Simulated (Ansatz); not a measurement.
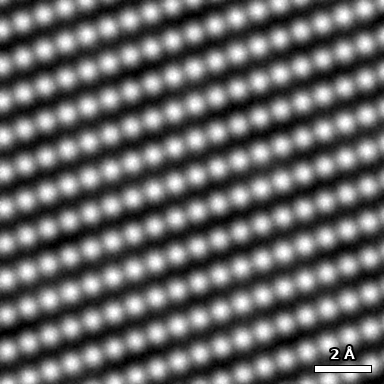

Dark-field STEM-like image of C (Pm-3m, No. 221) along [221]. Simulation: incoherent imaging, intensity Z^1.7 per atom, probe width 0.56 Å, thin sample. The probe carries 15 % of its weight in a tail 2.5 times as wide. The display is stretched by a gamma of 0.8; percentages refer to the linear signal. Shot noise and the speckle of an amorphous layer were added. Model: the input geometry of an electronic-structure calculation (not necessarily at equilibrium); the starting structure was generated, so it need not be a known form of this composition.

> Describe what the image shows.

The columns repeat on a centred rectangular net of 0.82 × 2.47 Å (plane group c2mm). All columns are alike (C). The shortest distance between visible columns is 0.82 Å in projection. Along the beam the structure repeats every 5.23 Å.
